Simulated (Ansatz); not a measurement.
# Elastic response of diamond-structure Si, size series (64 atoms): runs compared

Aim: relax diamond-structure Si, size series (64 atoms), then change its volume and shape to read moduli from the stress.

Computed with Ansatz 0.2.0: Kohn-Sham DFT, PBE, PAW (set soft_2), plane waves.

## Step 1: The cell as built

The cell holds 64 atoms: 64 Si. Its edges and angles: a = 10.862 Å, b = 10.862 Å, c = 10.862 Å, α = 90.0°, β = 90.0°, γ = 90.0°. It derives from Si (diamond-structure), repeated 2×2×2. Diamond-structure Si (a = 5.431 Å), 2 x 2 x 2 conventional cells; every coordinate displaced by a Gaussian of 0.05 Å.

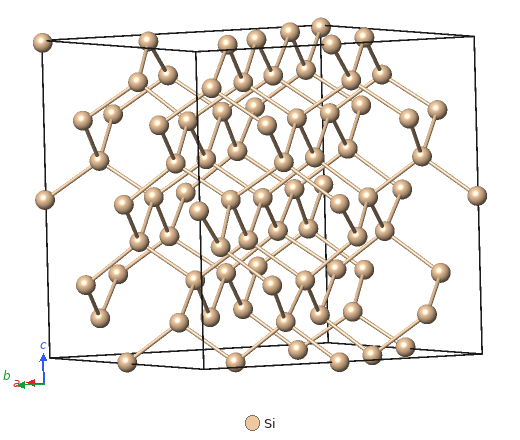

The cell as built. Bonds to atoms that aren't drawn are left out. Some periodic images of atoms are drawn too.

Limits known from the start: The Brillouin zone is sampled at Γ only.

## Step 2: The reference run

The reference is a single point at the end of the relaxation.

Every strained cell starts from the geometry of this run, and its atoms are relaxed with the cell held.

Its input, with most atom lines left out:

```yaml
crystal:
  lattice:
    - [10.97162, 6.0e-05, 2.0e-05]
    - [6.0e-05, 10.97137, -6.0e-05]
    - [2.0e-05, -6.0e-05, 10.9716]
  atoms:
    - { symbol: Si, position: [0.00018, 0.99969, 0.00057] }
    - { symbol: Si, position: [0.12521, 0.12467, 0.12556] }
    - { symbol: Si, position: [0.00019, 0.24966, 0.25056] }
    - { symbol: Si, position: [0.12516, 0.37465, 0.37558] }
    - { symbol: Si, position: [0.25016, 0.99965, 0.25059] }
    - { symbol: Si, position: [0.37517, 0.12467, 0.37556] }
    - { symbol: Si, position: [0.25021, 0.24968, 0.00057] }
    [... atom lines 8 to 64 left out ...]
kpoints:
  mp_grid: { grid: [1, 1, 1] }
hamiltonian:
  xc: pbe
scf:
  occupations: { method: fixed }
output:
  forces: true
  stress: true
  populations: intrinsic
  dos:
    method: { smearing: { sigma: 0.15 } }
    de: 0.1
    projected: { site_lists: { Si: [Si] } }
  eigenvalues: true
  write_density: true
  write_potential: true
  volumetric_format: npy
  elf: true
```

* free energy per atom: -635.7061 eV/atom
* r.m.s. force component: 0.00064 eV/Å
* pressure: 0.01092 GPa

Filled and empty levels are parted by 0.746 eV at Γ alone; the mesh holds the band edges only if they fold onto it, so the gap at this level can be narrower or closed, while semilocal functionals tend to narrow gaps against experiment.

## Step 3: The runs

Each row is one run, on 4 threads of Arm Neoverse V1, shared host. The free energy is the program's total, comparable only between runs with the same functional, potentials and atoms.

| run | atoms | outcome | ionic steps, all passes | free energy (eV) | time | host memory (GiB) |
| --- | --- | --- | --- | --- | --- | --- |
| Single point at the start | 64 | converged | - | -40681.758 | 4.8 s | 0.99 |
| Cell and atoms relaxed | 64 | converged | 5 | -40685.188 | 24 s | 1.0 |
| Single point at the relaxed geometry | 64 | converged | - | -40685.188 | 11 s | 1.0 |
| Volume -3 % | 64 | converged | 2 | -40684.837 | 14 s | 1.0 |
| Volume +3 % | 64 | converged | 2 | -40684.876 | 15 s | 1.1 |
| Volume -6 % | 64 | converged | 2 | -40683.705 | 14 s | 0.99 |
| Volume +6 % | 64 | converged | 2 | -40683.995 | 17 s | 1.1 |
| Volume -10 % | 64 | converged | 12 | -40680.754 | 76 s | 0.98 |
| Stretched by 1 % along x | 64 | converged | 2 | -40685.126 | 15 s | 1.1 |
| Compressed by 1 % along x | 64 | converged | 2 | -40685.125 | 14 s | 1.1 |
| Sheared by 2 % in xy | 64 | converged | 2 | -40685.061 | 16 s | 1.1 |

In some runs the program notes that the atoms just miss a symmetry operation and the SCF threshold is loose for the stress.

## Step 4: Pressure against volume

Atoms are relaxed at each volume, in the scaled cell.

| volume change (%) | volume (Å³/atom) | energy change (meV/atom) | pressure (GPa) | largest move on relaxing (Å) | bonds | gap (eV) |
| --- | --- | --- | --- | --- | --- | --- |
| -10 | 18.572 | 69.28 | 11.67 | 0.04 | 128 | 0.52 |
| -6 | 19.398 | 23.18 | 6.32 | 0.00 | 128 | 0.62 |
| -3 | 20.017 | 5.50 | 2.92 | 0.00 | 128 | 0.686 |
| +0 | 20.636 | 0.00 | 0.01 | - | 128 | 0.746 |
| +3 | 21.255 | 4.88 | -2.48 | 0.00 | 128 | 0.801 |
| +6 | 21.874 | 18.65 | -4.59 | 0.00 | 128 | 0.851 |

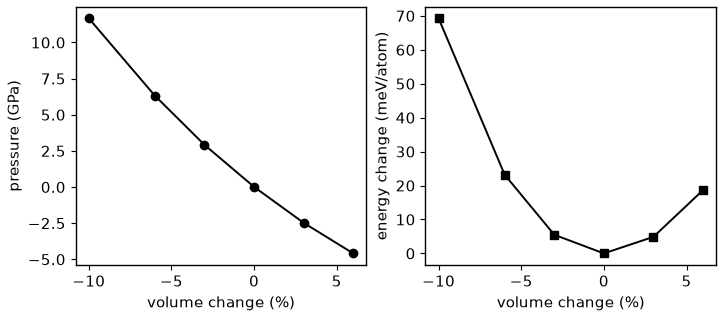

Pressure and energy against volume.

## Step 5: Uniaxial strain and shear

Stress (GPa, compression positive) less that of the relaxed cell, atoms relaxed:

| strain | xx | yy | zz | xy | energy change (meV/atom) |
| --- | --- | --- | --- | --- | --- |
| stretched by 1 % along x | -1.513 | -0.559 | -0.559 | 0.000 | 0.97 |
| compressed by 1 % along x | 1.530 | 0.606 | 0.606 | 0.000 | 0.99 |
| sheared by 2 % in xy | 0.020 | 0.020 | 0.002 | -1.602 | 1.99 |

## Step 6: Outcome

The bulk modulus, from the slope of pressure against ln V over the three points nearest the relaxed volume, is 89.9 GPa; a quadratic over all points gives a pressure derivative of about 4.3. The gap goes from 0.52 eV at the smallest volume to 0.851 eV at the largest, +2.0 eV per unit of ln V by a straight line, on the run's k-points. In the Cartesian axes of the cell, finite differences give C11 = 152, C12 = 58.2, C13 = 58.2 and C66 = 80.1 GPa (the shear of 2 % is the engineering strain, εxy = 0.01). The mean of C11, C12 and C13, which equals the bulk modulus in a cubic or isotropic solid, is 89.5 GPa: it agrees with the bulk modulus within 10 %.

Caveats: Strains are finite and relaxations stop at the force tolerance of the input, which can leave moduli too stiff; they are those of a static cell at zero temperature. Volumes are changed with the cell's shape held, so in an anisotropic solid the modulus lies over the one under free hydrostatic load. The program notes that the SCF threshold of the relaxations is loose for the stress.

The DFT runs together took 3.7 min of wall time.

[Logs are printed without paths, hosts, clocks, repeated set-up lines and the standing remarks that a program may print on its own settings, such as how far it seeks lower states.]

[Hosts, paths, dates, database ids (printed as entryN), source tags and the programs' standing remarks are cut or masked in the printed files.]
